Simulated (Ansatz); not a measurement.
Take the following structure.

```
CELL_PARAMETERS angstrom
-1.78726 -0.59627 1.94137
4.17253 -0.59627 1.94345
0.00000 5.95979 -0.00088
ATOMIC_POSITIONS crystal
Rh 0.00000 0.00000 0.00000
Rh 0.80000 0.20000 0.40000
Rh 0.60000 0.40000 0.80000
Rh 0.40000 0.60000 0.20000
Rh 0.20000 0.80000 0.60000
```

### Give a crystallographic description of this input.

The element is rhodium. Strictly the space group is I4/mmm (No. 139, within 0.01 Å). It is a distorted form of a face-centred cubic structure, space group Fm-3m (No. 225) within 0.25 Å: face-centred cubic (Cu type). The cell holds five atoms. The neighbours of Rh are twelve Rh in a cuboctahedral arrangement at 2.67 to 2.71 Å. The bonds build a three-dimensional framework.

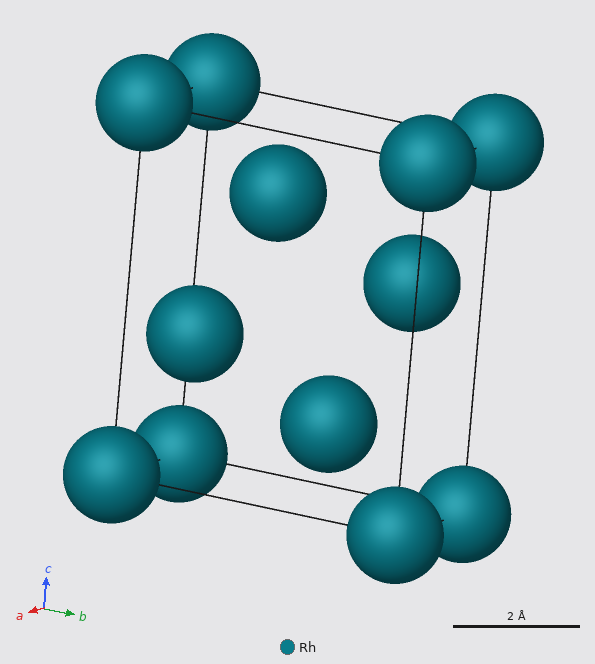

Spheres-only model, viewed slightly off an axis. The wireframe shows the unit cell. Colours: rhodium blue.

The structure was taken from a structure listed in the Materials Project. The cell was then strained or its atoms displaced on purpose. It was the input of a calculation with Ansatz.

At this level of theory the cell isn't at rest (compressed, at 5 GPa), so its distances can differ from those at equilibrium, the more so the softer the solid.
